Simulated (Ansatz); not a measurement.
MnO₂

Input file:

```
crystal:
  lattice:
    - [1.4284348394, 0.824707239, 4.5839315268]
    - [-1.4284348394, 0.824707239, 4.5839315268]
    - [0.0, -1.6494144781, 4.5839315268]
  atoms:
    - { symbol: Mn, position: [0.0, 0.0, 0.0] }
    - { symbol: O, position: [0.26436449, 0.26436449, 0.26436449] }
    - { symbol: O, position: [0.73563551, 0.73563551, 0.73563551] }
basis:
  ecutwfc: 420
kpoints:
  mp_grid: { grid: [12, 12, 12] }
hamiltonian:
  xc: pbe
  hubbard: { sites: [{ species: Mn, l: d, u_eff: 3.9 }] }
scf:
  occupations: { method: gaussian, width: 0.02 }
output:
  forces: true
  stress: true
  eigenvalues: true
  write_density: true
  write_potential: true
  elf: true
  volumetric_format: npy
```

Command:

```sh
ansatz run input.yaml --threads 1 --pin off --max-ram 2560MiB --backend cpu --events-out ev --progress --plain --runs-dir out
```

Below, planes, directions and counts refer to the conventional cell (a = 2.86 Å, b = 2.86 Å, c = 13.75 Å, α = 90.00°, β = 90.00°, γ = 120.00°).

Space group R-3m; a structure from a database of computed crystals, not necessarily the ambient phase; computed without spin polarisation; Hubbard U of 3.9 eV on Mn d only.

The calculation used Ansatz, DFT PBE+U, scalar-relativistic, plane waves, PAW.

Q: Predict the valence pseudo-density and electron localisation function between the atoms.

A: Mn–O (1.90 Å): the density is about 0.77 e/Å³ at the midpoint; the ELF peaks at about 0.85 in the valence shell of O, 0.6 Å from its nucleus, and is about 0.25 at the midpoint: no localised pair shows between them.

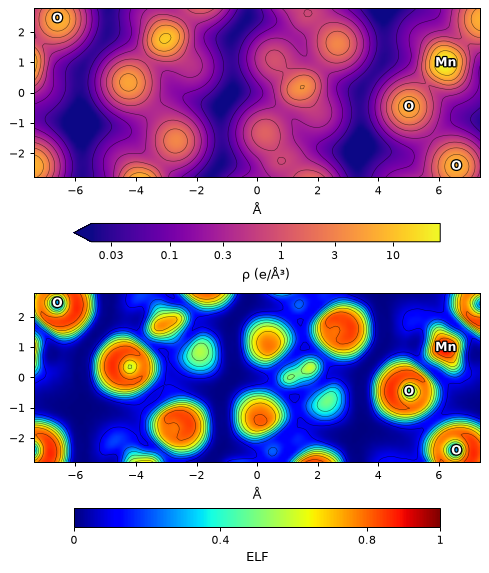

Computed valence pseudo-density and electron localisation function on the (111) plane of the conventional cell, in this order. Atoms just off the plane (Mn, 0.4 Å away and O, 0.3 Å away) can leave unmarked features too.
